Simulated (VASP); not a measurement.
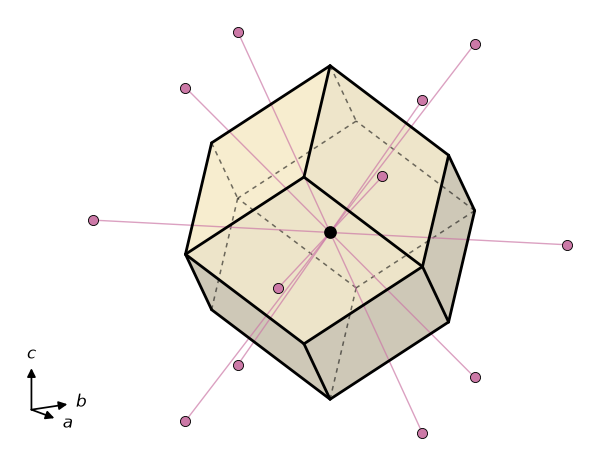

The Wigner–Seitz cell of the crystal's lattice, with lines to the lattice points that define its faces. Crystal: BN, the geometry relaxed with VASP Kohn-Sham DFT of a periodic cell, PBE-EpsX, VASP PAW PBE potentials, recommended (VASP). The drawing is computed from the coordinates (standard cell, symmetry found to 0.002 Å).

a = 3.601 Å, b = 3.601 Å, c = 3.601 Å, α = 90.00°, β = 90.00°, γ = 90.00°; space group No. 216, F-43m.

Which of Fedorov's five parallelohedra is it?

A rhombic dodecahedron: 12 faces (12 with 4 edges), 24 edges, 14 vertices. Its volume is that of the primitive cell, 11.7 Å³.

Which lattice vectors do the faces bisect?

| example | length (Å) | faces | edges of each | area (Å²) |
| --- | --- | --- | --- | --- |
| 1/2 a + 1/2 b | 2.55 | 12 | 4 | 2.3 |
